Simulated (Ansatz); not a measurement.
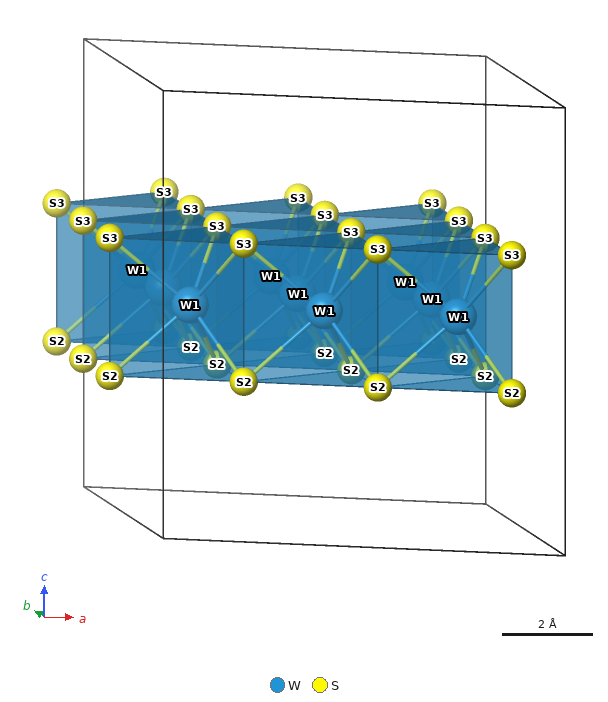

Figure 1. The structure (polyhedral view of the 3 × 3 repeat of the cell, with the vacuum cut short, seen slightly off an axis; polyhedra are completed across the faces of the cell; atoms are numbered from 1 in the order of the input).

**What a change does: single-point calculation on WS2**

System: WS2 (P-6m2, 3 atoms in the cell).
Method of run A: DFT PBE, scalar-relativistic, plane waves, PAW, no spin polarisation (Ansatz 0.2.0).

The structure derives from a Materials Project entry. Text and figures count atoms from 1; the logs count them from 0 in places.

**The input, run A**
```yaml
crystal:
  lattice:
    - [3.1835163552, 0.0, 0.0]
    - [-1.5917581776, 2.7570060369, 0.0]
    - [0.0, 0.0, 16.95057789]
  atoms:
    - { symbol: W, position: [0.33333333, 0.66666667, 0.0] }
    - { symbol: S, position: [0.66666667, 0.33333333, 0.90799949] }
    - { symbol: S, position: [0.66666667, 0.33333333, 0.09200051] }
basis:
  ecutwfc: 420
  fft_grid_basis: typed
kpoints:
  mp_grid: { grid: [12, 12, 2] }
hamiltonian:
  xc: pbe
scf:
  occupations: { method: gaussian, width: 0.05 }
output:
  forces: true
  stress: true
  eigenvalues: true
  bader: true
  write_density: true
  volumetric_format: npy
  elf: true
```

Launched with:
```bash
ansatz run input.yaml --threads 1 --pin off --max-ram 2560MiB --backend cpu --events-out ev --progress --plain --runs-dir out
```

Hardware: 1 thread of Arm Neoverse V2, 128 GiB of memory available, shared host.

**Output, shortened to warnings, some set-up lines, iterations and results (run A)**
```
Basis set: ecut = 420 eV, 2937 PW (Γ), exchange–correlation on 48×48×240 points (8 copies of the dense FFT grid, shifted against one another)
Symmetry: 12 space group operations
k-points: 38 of 288 (time reversal used)
Initial density: superposition of atomic densities (neutral atoms: chi_scale 0, normalization atom), corrected by the library's trained network
[...]
SCF iter   1: F=—  HF=-12191.428455 eV  |F-HF|=—  |Δ(HF+E_count)|=         —  Δρ=3.44e-3  dr2=2.23e-2  ethr=1.77e-3  ⟨swp⟩=9.0  Hψ=4577  notcnv=0
SCF iter   2: F=—  HF=-12191.440355 eV  |F-HF|=—  |Δ(HF+E_count)|=   1.19e-2  Δρ=3.62e-3  dr2=6.40e-2  ethr=8.57e-5  ⟨swp⟩=3.7  Hψ=1789  notcnv=0
SCF iter   3: F=—  HF=-12191.431426 eV  |F-HF|=—  |Δ(HF+E_count)|=   8.93e-3  Δρ=1.30e-3  dr2=1.78e-3  ethr=8.57e-5  ⟨swp⟩=2.4  Hψ=1077  notcnv=0
SCF iter   4: F=—  HF=-12191.433367 eV  |F-HF|=—  |Δ(HF+E_count)|=   1.94e-3  Δρ=2.18e-4  dr2=1.86e-5  ethr=6.84e-6  ⟨swp⟩=2.0  Hψ=928  notcnv=0
SCF iter   5: F=—  HF=-12191.433451 eV  |F-HF|=—  |Δ(HF+E_count)|=   8.38e-5  Δρ=2.85e-5  dr2=1.24e-6  ethr=7.14e-8  ⟨swp⟩=3.2  Hψ=1534  notcnv=0
SCF iter   6: F=-12191.433451 eV  HF=-12191.433451 eV  |F-HF|=7.19e-8  |Δ(HF+E_count)|=   2.83e-7  Δρ=8.35e-6  dr2=7.58e-8  ethr=3.85e-10  ⟨swp⟩=7.0  Hψ=4121  notcnv=0
SCF 1 converged in 6 iterations: F = -12191.433451 eV  dr2 = 7.58e-8
SCF converged after 6 iterations
Free energy (F): -12191.433451 eV
Harris-Foulkes:  -12191.433451 eV  (|F-HF|=7.19e-8)
Internal energy: -12191.433451 eV  (E = F + TS)
E sigma→0 (E₀):  -12191.433451 eV
Fermi energy:    1.181291 eV
--- Per-component energies (eV) ---
  E_band       = -466.537873
  E_kinetic    = 665.926961
  E_local      = -12404.997583  (includes V_loc(G=0)·N_el)
  E_nonlocal   = 57.290017
  E_hartree    = 5882.533831
  E_xc         = -461.956113
  E_vxc        = -414.737517  (∫ρ·V_xc dr)
  E_paw        = -9763.119410  (= ΣΔE_a)
  E_vpaw       = -135.080978  (= ΣTr[D̂ρ^β])
  E_aug_tail   = -0.000060  (compensation charges beyond the density's cutoff)
  E_ewald      = 3832.888907
  E_smearing   = -0.000000  (= −TS)
  E_closure    = -0.000000  (closes the sum)
  Σ components = -12191.433451   (vs F -12191.433451, Δ=0.00e0)
--- Forces (eV/Å), atoms counted from 1 ---
  atom   1  W      0.00000000    -0.00000000     0.00000000
  atom   2  S     -0.00000000     0.00000000    -0.25960738
  atom   3  S      0.00000000     0.00000000     0.25960738
  max |Σ_I F_I| component: 4.63e-18 eV/Å
--- Stress (GPa, compression-positive) ---
        0.443159       0.000000       0.000000
        0.000000       0.443159       0.000000
        0.000000       0.000000       0.872082
  P = ⅓ Tr σ = 0.5861 GPa (5.861 kbar)
--- Bader charges: 3 sites ---
  site symbol  charge [e]  shift [e]
     0      W      1.3839     0.0050
     1      S     -0.6920     0.0025
     2      S     -0.6920     0.0025
  estimated error of the sums over rays = 7.0e-4 e
```

The input of run B differs as follows (lines with − go, lines with + come):
```diff
+total_charge: 0.5
-  elf: true
```

Predict how the results change.

The total energies belong to different systems, so their difference says nothing on which is more stable or more accurate. The gap of 1.79 eV on the mesh closes. The pressure goes from 0.59 to 1.06 GPa. The largest force goes from 0.260 to 0.522 eV/Å. A charged cell is computed with a uniform neutralising background, so its energy and pressure depend on the cell and aren't those of a real crystal. The SCF takes 10 iterations against 6.

**Output, shortened to warnings, some set-up lines, iterations and results (run B)**
```
Basis set: ecut = 420 eV, 2937 PW (Γ), exchange–correlation on 48×48×240 points (8 copies of the dense FFT grid, shifted against one another)
Symmetry: 12 space group operations
k-points: 38 of 288 (time reversal used)
Initial density: superposition of atomic densities (neutral atoms scaled as one to the charged cell's electrons: chi_scale 0, normalization atom), corrected by the library's trained network
[...]
SCF iter   1: F=—  HF=-12193.687630 eV  |F-HF|=—  |Δ(HF+E_count)|=         —  Δρ=6.38e-2  dr2=2.42e1  ethr=1.77e-3  ⟨swp⟩=13.6  Hψ=6255  notcnv=0
SCF iter   2: F=—  HF=-12203.453272 eV  |F-HF|=—  |Δ(HF+E_count)|=    9.77e0  Δρ=1.08e-1  dr2=6.60e1  ethr=1.77e-3  ⟨swp⟩=6.2  Hψ=2599  notcnv=0  defer=2  recentre
SCF iter   3: F=—  HF=-12190.390181 eV  |F-HF|=—  |Δ(HF+E_count)|=    1.31e1  Δρ=1.86e-2  dr2=9.49e-1  ethr=1.77e-3  ⟨swp⟩=5.9  Hψ=2607  notcnv=0  defer=6
SCF iter   4: F=—  HF=-12190.221428 eV  |F-HF|=—  |Δ(HF+E_count)|=   1.69e-1  Δρ=8.61e-3  dr2=2.38e-1  ethr=1.77e-3  ⟨swp⟩=2.9  Hψ=1344  notcnv=0  defer=10
SCF iter   5: F=—  HF=-12190.185421 eV  |F-HF|=—  |Δ(HF+E_count)|=   3.60e-2  Δρ=1.62e-3  dr2=4.95e-3  ethr=9.34e-4  ⟨swp⟩=2.7  Hψ=1154  notcnv=0  defer=8
SCF iter   6: F=—  HF=-12190.185113 eV  |F-HF|=—  |Δ(HF+E_count)|=   3.09e-4  Δρ=3.16e-4  dr2=2.57e-4  ethr=1.94e-5  ⟨swp⟩=3.0  Hψ=1408  notcnv=0  defer=8
SCF iter   7: F=—  HF=-12190.185107 eV  |F-HF|=—  |Δ(HF+E_count)|=   6.15e-6  Δρ=1.42e-4  dr2=5.86e-5  ethr=1.01e-6  ⟨swp⟩=2.9  Hψ=1247  notcnv=0  defer=8
SCF iter   8: F=—  HF=-12190.185119 eV  |F-HF|=—  |Δ(HF+E_count)|=   1.26e-5  Δρ=5.25e-5  dr2=7.98e-6  ethr=2.30e-7  ⟨swp⟩=1.6  Hψ=787  notcnv=0  defer=8
SCF iter   9: F=—  HF=-12190.185118 eV  |F-HF|=—  |Δ(HF+E_count)|=   7.80e-7  Δρ=6.22e-6  dr2=1.03e-7  ethr=3.92e-10  ⟨swp⟩=10.7  Hψ=5423  notcnv=0
SCF iter  10: F=-12190.185118 eV  HF=-12190.185118 eV  |F-HF|=1.76e-9  |Δ(HF+E_count)|=   1.13e-8  Δρ=6.55e-7  dr2=1.17e-9  ethr=3.92e-10  ⟨swp⟩=6.0  Hψ=2520  notcnv=0
SCF 1 converged in 10 iterations: F = -12190.185118 eV  dr2 = 1.17e-9
SCF converged after 10 iterations
Free energy (F): -12190.185118 eV
Harris-Foulkes:  -12190.185118 eV  (|F-HF|=1.76e-9)
Internal energy: -12190.183926 eV  (E = F + TS)
E sigma→0 (E₀):  -12190.184522 eV
Entropy (-TS):   -0.001193 eV (-0.398 meV/atom)
Fermi energy:    -5.430557 eV
--- Per-component energies (eV) ---
  E_band       = -600.557592
  E_kinetic    = 658.841118
  E_local      = -12264.859240  (includes V_loc(G=0)·N_el)
  E_nonlocal   = 56.928097
  E_hartree    = 5745.751683
  E_xc         = -457.073096
  E_vxc        = -408.342847  (∫ρ·V_xc dr)
  E_paw        = -9762.661335  (= ΣΔE_a)
  E_vpaw       = -134.625599  (= ΣTr[D̂ρ^β])
  E_aug_tail   = -0.000060  (compensation charges beyond the density's cutoff)
  E_ewald      = 3832.888907
  E_smearing   = -0.001193  (= −TS)
  E_closure    = 0.000000  (closes the sum)
  E_deformation_potential = 3.189554  (in the stress; not in F)
  Σ components = -12190.185118   (vs F -12190.185118, Δ=0.00e0)
--- Forces (eV/Å), atoms counted from 1 ---
  atom   1  W     -0.00000000    -0.00000000     0.00000000
  atom   2  S     -0.00000000    -0.00000000    -0.52213707
  atom   3  S     -0.00000000    -0.00000000     0.52213707
  max |Σ_I F_I| component: 3.70e-17 eV/Å
--- Stress (GPa, compression-positive) ---
        2.156029      -0.000000       0.000000
       -0.000000       2.156029       0.000000
        0.000000       0.000000      -1.131377
  P = ⅓ Tr σ = 1.0602 GPa (10.602 kbar)
--- Bader charges: 3 sites ---
  site symbol  charge [e]  shift [e]
     0      W      1.5042     0.0048
     1      S     -0.5021     0.0024
     2      S     -0.5021     0.0024
  estimated error of the sums over rays = 8.1e-4 e
```

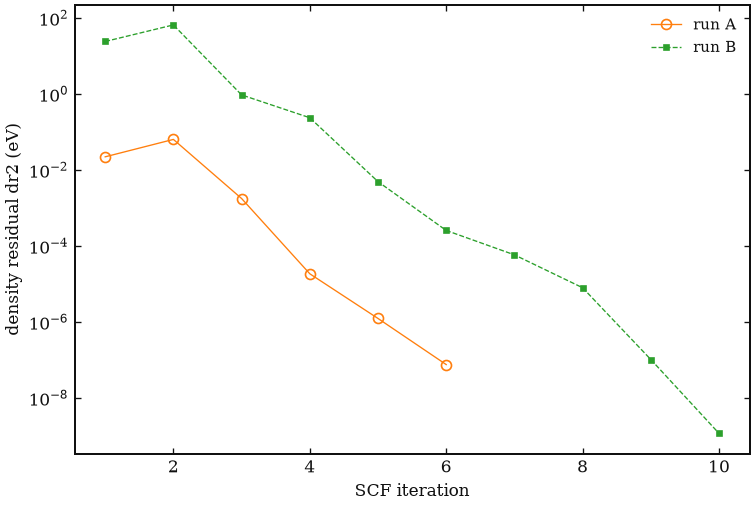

Figure 2. Convergence of the two runs: density residual dr2 against the SCF iteration. Run A takes 6 iterations in all, and run B takes 10.

**The two runs side by side**

| quantity | run A | run B |
| --- | --- | --- |
| outcome | converged | converged |
| free energy per atom (eV) | −4063.8112 | −4063.3950 |
| gap on the mesh (eV) | 1.79 | 0.00 |
| pressure (GPa) | 0.59 | 1.06 |
| largest force (eV/Å) | 0.260 | 0.522 |
| SCF iterations | 6 | 10 |
| irreducible k-points | 38 | 38 |
| plane waves at Γ | 2937 | 2937 |
| wall time (shared host) | 30 s | 32 s |

For both runs: Spin–orbit coupling is left out, which matters for W.
